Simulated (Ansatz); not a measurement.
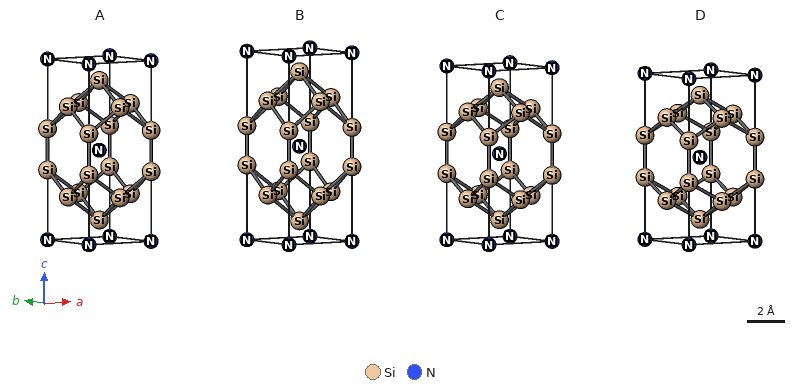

4 geometries from one relaxation of solid Si4N (a generated structure, set up in I4/mmm) (coarse preliminary run), in shuffled order. The picture is a ball-and-stick view of the conventional cell (2 times the calculation's cell), seen from a free direction. Lengths and directions refer to the drawn axes.

Computed with DFT PBE, scalar-relativistic, plane waves, PAW (Ansatz). (plane-wave cutoff 420 eV; k-point mesh 6 × 6 × 6; occupations gaussian; smearing width 0.1 eV; collinear spin; cell and atoms relaxed; force threshold 0.04 eV/Å; at most 70 steps)

Question: Put them in the order of the run, from the start to the converged end.

Answer: B, A, C, D. They are steps 0, 1, 2, 6, at +0.728 eV per cell of the calculation, +0.168 eV per cell of the calculation, +81.0 meV per cell of the calculation relative to the last. The largest moves relative to the cell, 0.20 Å, are those of Si atoms. N stays in place. The volume changes by −3.3 %, with a = b 4.106 → 4.301 Å (+4.8 %), c 10.251 → 9.031 Å (−11.9 %). Some distances before and after: Si–Si 2.138 → 2.282 Å, Si–Si 2.539 → 2.423 Å. Among the angles between lasting bonds that change: Si–Si–Si 107.9° → 125.1°, Si–Si–Si 126.0° → 117.4°, Si–Si–Si 110.2° → 102.3°. The space group stays I4/mmm (No. 139). Over 5 accepted moves (6 points after the start) the energy falls by 0.728 eV per cell of the calculation. Largest force component: 3.6 eV/Å at the start, 0.014 eV/Å at the end. Pressure: −5.75 GPa at the start and 0.03 GPa at the end. At 1 point the geometry stayed and the basis and grid were re-selected for the new cell (energy shift of 3.9 meV per cell of the calculation at most each time). Cost: 83 s on 1 thread of Intel(R) Xeon(R) Processor @ 2.70GHz, on a shared host, peak memory 0.42 GiB.
